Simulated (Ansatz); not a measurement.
# PtSe2: what the fields show

The calculation's input:

```
crystal:
  lattice:
    - [3.7240006046, 0.0, 0.0]
    - [-1.8620003023, 3.2250791273, 0.0]
    - [0.0, 0.0, 5.062]
  atoms:
    - { symbol: Pt, position: [0.0, 0.0, 0.0] }
    - { symbol: Se, position: [0.3430230181, 0.6860460361, 0.25] }
    - { symbol: Se, position: [0.6763563514, 0.3527127028, 0.75] }
basis:
  ecutwfc: 420
kpoints:
  mp_grid: { grid: [12, 12, 10] }
hamiltonian:
  xc: pbe
scf:
  occupations: { method: gaussian, width: 0.15 }
output:
  forces: true
  stress: true
  eigenvalues: true
  write_density: true
  write_potential: true
  elf: true
  volumetric_format: npy
```

Launched as:

```sh
ansatz run input.yaml --threads 1 --pin off --max-ram 2560MiB --backend cpu --events-out ev --progress --plain --runs-dir out
```

Below, planes, directions and counts refer to the conventional cell (a = 6.45 Å, b = 3.72 Å, c = 5.06 Å, α = 90.00°, β = 90.00°, γ = 90.00°).

Space group Cm; changed on purpose from its base cell (all Se atoms moved +0.062 Å, as atom 2 along Cartesian [0 1 0]); not relaxed (largest force 1.0 eV/Å); computed pressure about 8 GPa in this cell.

Computed with DFT PBE, scalar-relativistic, plane waves, PAW (Ansatz).

Core electrons are frozen (PAW), and the valence fields are smoothed inside the atomic spheres.

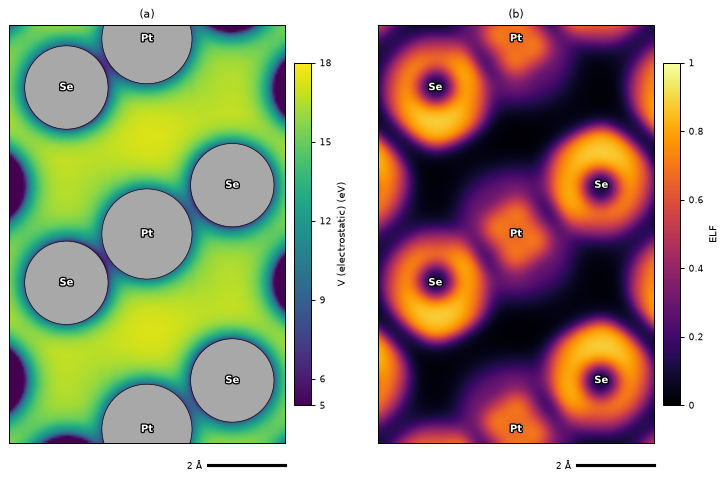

Figure 1. (a) electrostatic potential energy of an electron; (b) ELF on the (010) plane of the conventional cell. Grey discs cover the atomic cores in the potential map.

**Describe what can be read from this map.**

- The plane passes through Pt and Se nuclei.
- Pt–Se (2.44 Å): the ELF is about 0.50 at the midpoint.
- Pt–Se (2.55 Å): the ELF is about 0.50 at the midpoint.
- The features right at Pt lie inside the PAW spheres, where the map follows smoothed inner orbitals and isn't to be read closely.
- Outside the cores the potential energy rises away from the atoms and is highest about 2.4 Å from the nearest atoms; its zero is arbitrary.

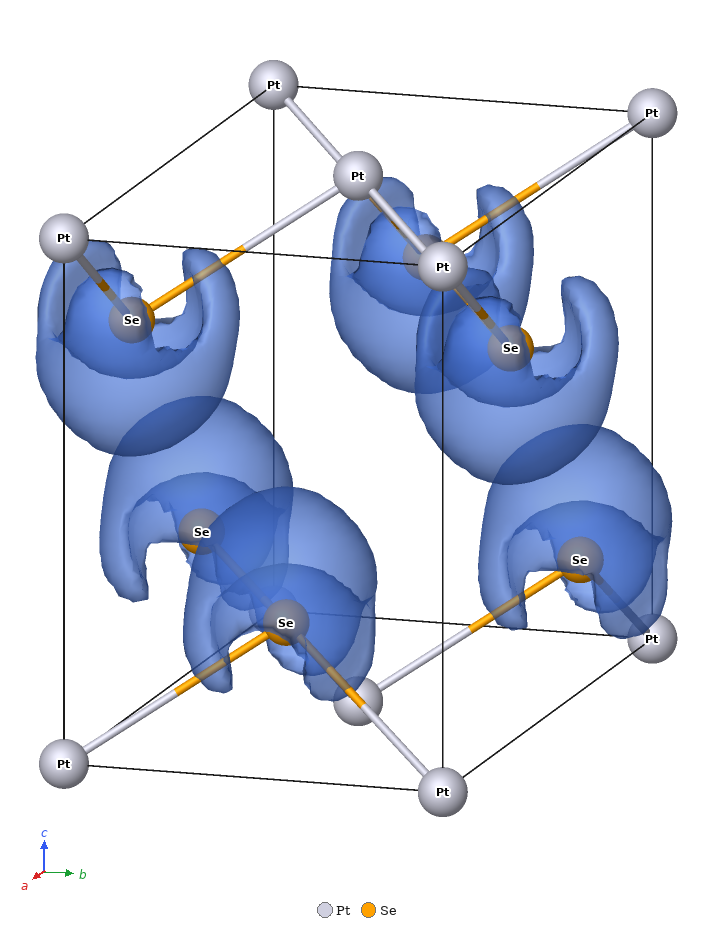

Figure 2. Isosurface of the electron localisation function at 0.75 (blue), seen slightly off an axis. Core shells and regions of very low density are left out. Sticks mark near contacts.

**What do the ELF domains correspond to?**

The surface consists of four regions wrapped around Se (the valence shell of each), counted in one cell of 6 atoms. Regions shared between cells count once. Profiles from the grid: Pt–Se (2.52 Å): the ELF is about 0.50 at the midpoint.

**Does the calculation give a band gap?**

It is metallic or semimetallic at this level of theory: no gap opens; semilocal functionals without U, or without the true magnetic order, often close the gap of such compounds.
